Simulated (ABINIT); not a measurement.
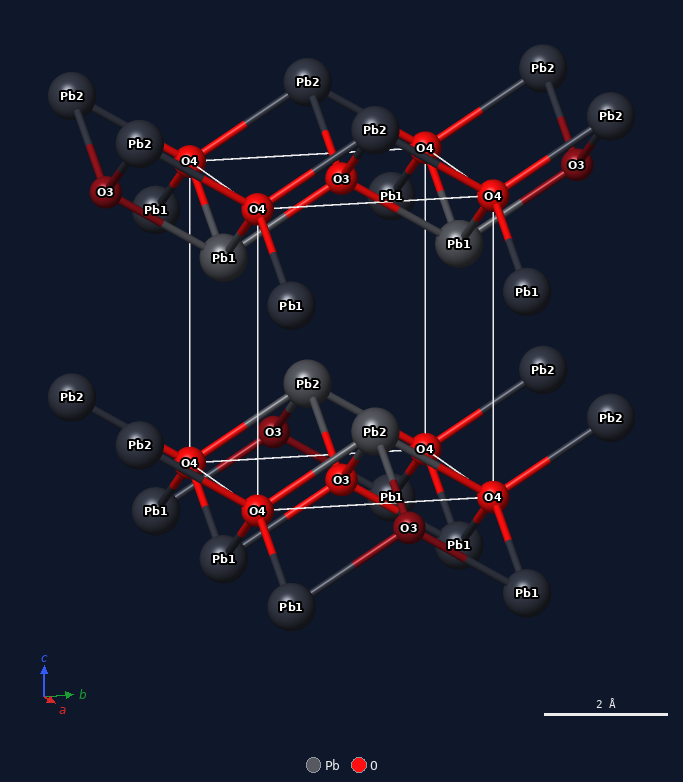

The structure as given in the input (ball-and-stick view of the cell of the calculation, seen slightly off an axis; neighbours outside the cell are drawn fainter; atoms are numbered from 1 in the order of the input). An atom can appear more than once, as a periodic image.

## Geometry relaxation of PbO

PbO (P4/nmm, 4 atoms in the cell), computed with Kohn-Sham DFT of a periodic cell, PBE with D4, Ansatz PAW PBE default generated set, frozen core, no spin polarisation (ABINIT 10.8.3).

The structure derives from an entry of the Crystallography Open Database. The input holds or restrains some coordinates.

The input
```python
import json, os
import numpy as np
from ase.constraints import FixSymmetry
from ase.optimize import LBFGS
from ase.filters import FrechetCellFilter
from ase.units import GPa
from ase.calculators.mixing import SumCalculator
from dftd4.ase import DFTD4
from ase.calculators.abinit import Abinit, AbinitProfile
from ase import Atoms

atoms = Atoms(['Pb', 'Pb', 'O', 'O'],
              cell=[[3.99, 0.0, 0.0], [0.0, 3.99, 0.0], [0.0, 0.0, 5.01]],
              scaled_positions=[[0.5, 0.0, 0.76], [0.0, 0.5, 0.24], [0.5, 0.5, 0.0], [0.0, 0.0, 0.0]],
              pbc=True)

profile = AbinitProfile(command='abinit', pp_paths=[os.path.abspath('pseudos')])
params = dict(
    pps='pawxml', xc='PBE',
    chksymtnons=0,
    tolsym=1e-05,
    ecut=435.3822,
    pawecutdg=870.7644,
    pawxcdev=0,
    pawovlp=-1,
    kptopt=1,
    ngkpt=[4, 4, 3],
    nshiftk=1,
    shiftk=[0.0, 0.0, 0.0],
    ixc=11,
    nband=24,
    occopt=3,
    tsmear=0.05,
    nstep=100,
    tolvrs=1e-09,
    prtwf=0,
    prtden=0,
    ecutsm=0.5,
)

atoms.calc = SumCalculator([Abinit(profile=profile, directory='run', **params), DFTD4(method='pbe')])
atoms.set_constraint(FixSymmetry(atoms, symprec=1e-4))
opt = LBFGS(FrechetCellFilter(atoms), trajectory='opt.traj')
converged = opt.run(fmax=0.01, steps=30)
print('converged', converged)
print('cell (A)', np.round(atoms.cell[:], 5).tolist())
energy = atoms.get_potential_energy()
forces = atoms.get_forces()
stress = atoms.get_stress()
print(f'energy {energy:.6f} eV')
print('forces (eV/A)')
print(np.round(forces, 5))
print('stress (GPa, Voigt, tension positive)', np.round(stress / GPa, 4))
json.dump(dict(energy=energy, forces=forces.tolist(), stress=stress.tolist(), cell=atoms.cell.tolist(), frac=atoms.get_scaled_positions(wrap=False).tolist()), open('results.json', 'w'))
```

File abinit.in
```
chksymtnons 0
ecut 435.3822 eV
ecutsm 0.5
ixc 11
kptopt 1
natom 4
nband 24
ngkpt
4 4 3
nshiftk 1
nsppol 1
nstep 100
occopt 3
pawecutdg 870.7644 eV
pawovlp -1
pawxcdev 0
prtden 0
prtwf 0
shiftk
0.0 0.0 0.0
tolsym 1e-05
tolvrs 1e-09
tsmear 0.05 eV
#Definition of the unit cell
acell
1.00000000000000 1.00000000000000 1.00000000000000 Angstrom
rprim
4.03547007172189 0.00000000000000 -0.00000000000000
0.00000000000000 4.03547007172189 -0.00000000000000
0.00000000000000 -0.00000000000000 4.96025293651407
chkprim 0 # Allow non-primitive cells
#Definition of the atom types
ntypat 2
znucl 8 82
#Enumerate different atomic species
typat
 2 2 1 1
pseudos "./pseudos/O.GGA_PBE-ansatz.xml,
./pseudos/Pb.GGA_PBE-ansatz.xml"
#Definition of the atoms
xcart
3.81296661228294 -0.00000000000000 7.13240784878866
0.00000000000000 3.81296661228294 2.24111171610131
3.81296661228294 3.81296661228294 -0.00000000000000
-0.00000000000000 0.00000000000000 -0.00000000000000
chkexit 1 # abinit.exit file in the running directory terminates after the current SCF
```

Hardware: 1 thread of AMD EPYC (Zen 5), 16 GiB of memory available, shared host.

Launch command:
```bash
python run.py
```

Log
```
Step          Energy          fmax
LBFGS:    0    -4210.068002        0.181182
LBFGS:    1    -4210.069058        0.163742
LBFGS:    2    -4210.073687        0.132523
LBFGS:    3    -4210.073983        0.122338
LBFGS:    4    -4210.075585        0.041517
LBFGS:    5    -4210.075421        0.022513
LBFGS:    6    -4210.075339        0.016476
LBFGS:    7    -4210.075359        0.014344
LBFGS:    8    -4210.075180        0.014272
LBFGS:    9    -4210.075403        0.019347
LBFGS:   10    -4210.075376        0.021358
LBFGS:   11    -4210.075624        0.017000
LBFGS:   12    -4210.075597        0.008531
converged True
cell (A) [[4.03547, 0.0, -0.0], [0.0, 4.03547, -0.0], [0.0, -0.0, 4.96025]]
energy -4210.075597 eV
forces (eV/A)
[[-0.       0.      -0.00807]
 [ 0.      -0.       0.00807]
 [-0.      -0.      -0.     ]
 [-0.       0.      -0.     ]]
stress (GPa, Voigt, tension positive) [-0.0677 -0.0677 -0.0463  0.     -0.      0.    ]
```

Trajectory as extended XYZ (Å, eV, eV/Å), 13 frames, from step=0 to step=12
```
4
Lattice="3.9900 0.0000 0.0000 0.0000 3.9900 0.0000 0.0000 0.0000 5.0100" Properties=species:S:1:pos:R:3:forces:R:3 step=0 energy=-4210.06800
Pb    1.9950    0.0000    3.8076    0.0000   0.0000  -0.0116
Pb    0.0000    1.9950    1.2024    0.0000   0.0000   0.0116
O     1.9950    1.9950    0.0000    0.0000   0.0000   0.0000
O     0.0000    0.0000    0.0000    0.0000   0.0000   0.0000
4
Lattice="3.9926 0.0000 0.0000 0.0000 3.9926 0.0000 0.0000 0.0000 5.0105" Properties=species:S:1:pos:R:3:forces:R:3 step=1 energy=-4210.06906
Pb    1.9963    0.0000    3.8078    0.0000   0.0000   0.0068
Pb    0.0000    1.9963    1.2027    0.0000   0.0000  -0.0068
O     1.9963    1.9963    0.0000    0.0000   0.0000   0.0000
O     0.0000    0.0000    0.0000    0.0000   0.0000   0.0000
4
Lattice="4.0170 0.0000 0.0000 0.0000 4.0170 0.0000 0.0000 0.0000 5.0134" Properties=species:S:1:pos:R:3:forces:R:3 step=2 energy=-4210.07369
Pb    2.0085    0.0000    3.8108    0.0000   0.0000   0.1324
Pb    0.0000    2.0085    1.2026    0.0000   0.0000  -0.1324
O     2.0085    2.0085    0.0000    0.0000   0.0000   0.0000
O     0.0000    0.0000    0.0000    0.0000   0.0000   0.0000
4
Lattice="4.0219 0.0000 0.0000 0.0000 4.0219 0.0000 0.0000 0.0000 5.0125" Properties=species:S:1:pos:R:3:forces:R:3 step=3 energy=-4210.07398
Pb    2.0110    0.0000    3.8122    0.0000   0.0000   0.1223
Pb    0.0000    2.0110    1.2004    0.0000   0.0000  -0.1223
O     2.0110    2.0110    0.0000    0.0000   0.0000   0.0000
O     0.0000    0.0000    0.0000    0.0000   0.0000   0.0000
4
Lattice="4.0332 0.0000 0.0000 0.0000 4.0332 0.0000 0.0000 0.0000 5.0078" Properties=species:S:1:pos:R:3:forces:R:3 step=4 energy=-4210.07558
Pb    2.0166    0.0000    3.8166    0.0000   0.0000   0.0389
Pb    0.0000    2.0166    1.1912    0.0000   0.0000  -0.0389
O     2.0166    2.0166    0.0000    0.0000   0.0000   0.0000
O     0.0000    0.0000    0.0000    0.0000   0.0000   0.0000
4
Lattice="4.0337 0.0000 0.0000 0.0000 4.0337 0.0000 0.0000 0.0000 5.0060" Properties=species:S:1:pos:R:3:forces:R:3 step=5 energy=-4210.07542
Pb    2.0168    0.0000    3.8173    0.0000   0.0000   0.0034
Pb    0.0000    2.0168    1.1887    0.0000   0.0000  -0.0034
O     2.0168    2.0168    0.0000    0.0000   0.0000   0.0000
O     0.0000    0.0000    0.0000    0.0000   0.0000   0.0000
4
Lattice="4.0330 0.0000 0.0000 0.0000 4.0330 0.0000 0.0000 0.0000 5.0052" Properties=species:S:1:pos:R:3:forces:R:3 step=6 energy=-4210.07534
Pb    2.0165    0.0000    3.8169    0.0000   0.0000  -0.0062
Pb    0.0000    2.0165    1.1883    0.0000   0.0000   0.0062
O     2.0165    2.0165    0.0000    0.0000   0.0000   0.0000
O     0.0000    0.0000    0.0000    0.0000   0.0000   0.0000
4
Lattice="4.0326 0.0000 0.0000 0.0000 4.0326 0.0000 0.0000 0.0000 5.0046" Properties=species:S:1:pos:R:3:forces:R:3 step=7 energy=-4210.07536
Pb    2.0163    0.0000    3.8164    0.0000   0.0000  -0.0089
Pb    0.0000    2.0163    1.1882    0.0000   0.0000   0.0089
O     2.0163    2.0163    0.0000    0.0000   0.0000   0.0000
O     0.0000    0.0000    0.0000    0.0000   0.0000   0.0000
4
Lattice="4.0318 0.0000 0.0000 0.0000 4.0318 0.0000 0.0000 0.0000 5.0019" Properties=species:S:1:pos:R:3:forces:R:3 step=8 energy=-4210.07518
Pb    2.0159    0.0000    3.8138    0.0000   0.0000  -0.0143
Pb    0.0000    2.0159    1.1881    0.0000   0.0000   0.0143
O     2.0159    2.0159    0.0000    0.0000   0.0000   0.0000
O     0.0000    0.0000    0.0000    0.0000   0.0000   0.0000
4
Lattice="4.0312 0.0000 0.0000 0.0000 4.0312 0.0000 0.0000 0.0000 4.9958" Properties=species:S:1:pos:R:3:forces:R:3 step=9 energy=-4210.07540
Pb    2.0156    0.0000    3.8081    0.0000   0.0000  -0.0194
Pb    0.0000    2.0156    1.1878    0.0000   0.0000   0.0194
O     2.0156    2.0156    0.0000    0.0000   0.0000   0.0000
O     0.0000    0.0000    0.0000    0.0000   0.0000   0.0000
4
Lattice="4.0315 0.0000 0.0000 0.0000 4.0315 0.0000 0.0000 0.0000 4.9841" Properties=species:S:1:pos:R:3:forces:R:3 step=10 energy=-4210.07538
Pb    2.0158    0.0000    3.7969    0.0000   0.0000  -0.0215
Pb    0.0000    2.0158    1.1872    0.0000   0.0000   0.0215
O     2.0158    2.0158    0.0000    0.0000   0.0000   0.0000
O     0.0000    0.0000    0.0000    0.0000   0.0000   0.0000
4
Lattice="4.0339 0.0000 0.0000 0.0000 4.0339 0.0000 0.0000 0.0000 4.9622" Properties=species:S:1:pos:R:3:forces:R:3 step=11 energy=-4210.07562
Pb    2.0169    0.0000    3.7762    0.0000   0.0000  -0.0164
Pb    0.0000    2.0169    1.1860    0.0000   0.0000   0.0164
O     2.0169    2.0169    0.0000    0.0000   0.0000   0.0000
O     0.0000    0.0000    0.0000    0.0000   0.0000   0.0000
4
Lattice="4.0355 0.0000 0.0000 0.0000 4.0355 0.0000 0.0000 0.0000 4.9603" Properties=species:S:1:pos:R:3:forces:R:3 step=12 energy=-4210.07560
Pb    2.0177    0.0000    3.7743    0.0000   0.0000  -0.0081
Pb    0.0000    2.0177    1.1859    0.0000   0.0000   0.0081
O     2.0177    2.0177    0.0000    0.0000   0.0000   0.0000
O     0.0000    0.0000    0.0000    0.0000   0.0000   0.0000
```

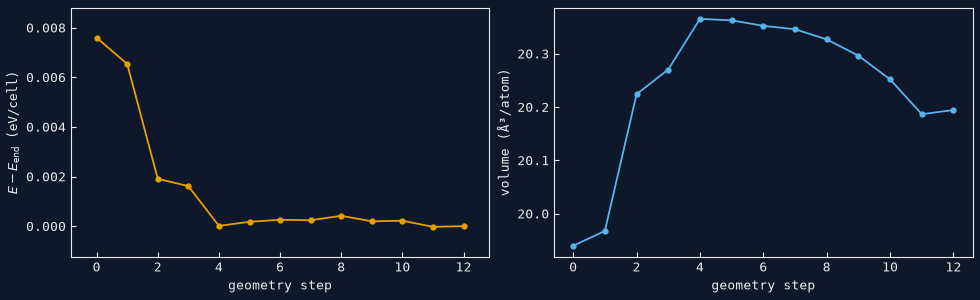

Progress of the restrained relaxation, step by step (steps are counted from 0).

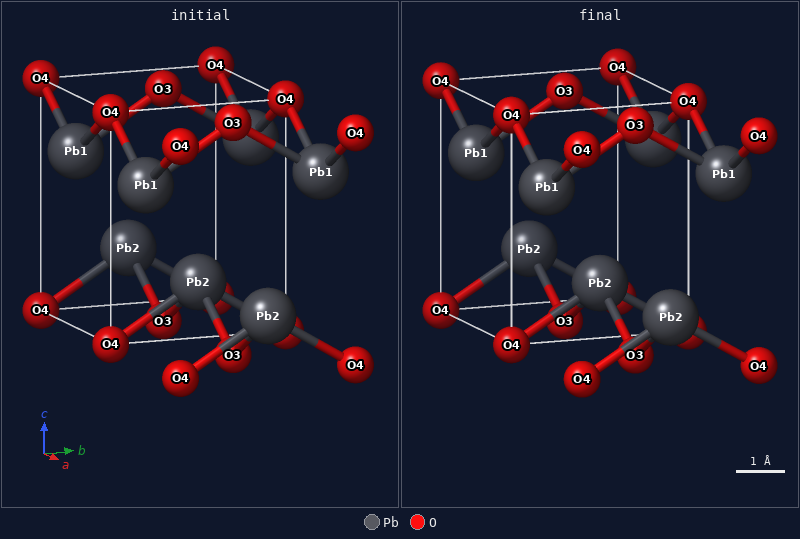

Before (left) and after (right) the restrained relaxation, at one scale (ball-and-stick view of the cell of the calculation, repeated 2 × 1 × 1, seen slightly off an axis). The largest moves relative to the cell, 0.005 Å, are those of Pb1 and Pb2. O stays in place. The drawn cell changes as follows: a = b 3.990 → 4.035 Å (+1.1 %), c 5.010 → 4.960 Å (−1.0 %); the volume changes by +1.3 %. Distances before and after: Pb1–O3 2.329 → 2.340 Å. The space group stays P4/nmm (No. 129). The energy falls by 7.6 meV per cell of the calculation in 12 geometry steps. The largest force component goes from 0.012 to 0.0081 eV/Å. (Atoms are counted from 1 in the order of the input.)

Results in brief

- outcome: converged under the restraints of the input
- space group (tolerance 0.01 Å): P4/nmm (129)
- electrons treated: 40
- free energy: −4210.0755 eV
- dispersion energy: −1.0967 eV
- gap on the k-point mesh: 1.26 eV
- pressure: 0.06 GPa
- final volume: 80.78 Å³
- largest force (length of the vector) at the end, held atoms and coordinates included: 0.008 eV/Å
- final cell: a = 4.035 Å, b = 4.035 Å, c = 4.960 Å, α = 90.00°, β = 90.00°, γ = 90.00°
- wall time: 7.1 min
- peak memory: 0.26 GiB

Remarks

Spin–orbit coupling is left out, which matters for Pb.
